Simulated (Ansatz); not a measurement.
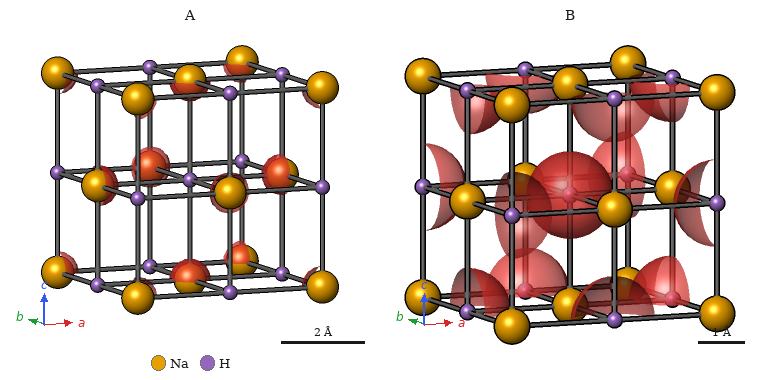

NaH: densities of the states in two energy windows, as isosurfaces (each at a level of its own) in the conventional cell.

Space group Fm-3m.

Level of theory: DFT PBE, scalar-relativistic, plane waves, PAW in Ansatz 0.2.0.

Core electrons are frozen (PAW), so the fields are smoothed inside the atomic spheres.

**Match the panels to the energy ranges (zero at the valence-band maximum): −22.27 to −22.12 eV and −3.6 to 0.0 eV.**

Panel A: −22.27 to −22.12 eV, a separate group of bands (semicore or deep states), mainly Na 2p (over 95 %).
Panel B: −3.6 to 0.0 eV, the whole upper valence band, mainly H 1s (80 %) and Na 3s (20 %).
The characters are Löwdin shares on a minimal set of atomic orbitals.

Run time: 1.3 s on 1 thread of Intel(R) Xeon(R) 6975P-C (Granite Rapids) (shared host), peak memory 0.3 GiB.
